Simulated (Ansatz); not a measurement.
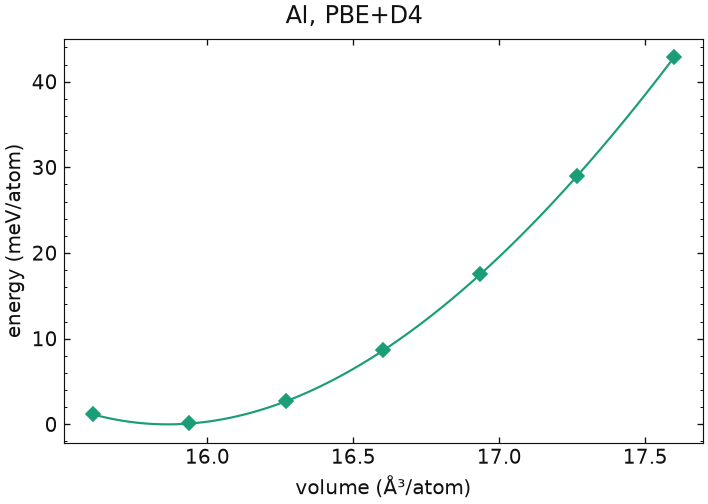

Computed with Ansatz 0.2.0: plane-wave DFT, no spin polarisation; energies at scaled volumes of the given cell, shape and fractions fixed, counted from the fit's minimum, third-order Birch-Murnaghan fit. Level: PBE with D4.

k mesh 11×11×11; occupations Fermi–Dirac; smearing width 0.05 eV; potentials Ansatz PAW; wave cutoff 420 eV; density cutoff 1680 eV.

The given structure:
```yaml
crystal:
  lattice:
    - [0.00000, 2.02481, 2.02481]
    - [2.02481, 0.00000, 2.02481]
    - [2.02481, 2.02481, 0.00000]
  atoms:
    - { symbol: Al, position: [0.00000, 0.00000, 0.00000] }
```

**Figure.** Energy against volume for Al, space group Fm-3m (No. 225).

A third-order Birch–Murnaghan fit gives V0 = 15.86 Å³/atom, B0 = 87.5 GPa and B′ = 4.5. The energy is 1.17 meV/atom at volume 15.61 Å³/atom and 42.84 meV/atom at 17.60 Å³/atom; the lowest computed point is at volume 15.94 Å³/atom (0.10 meV/atom).
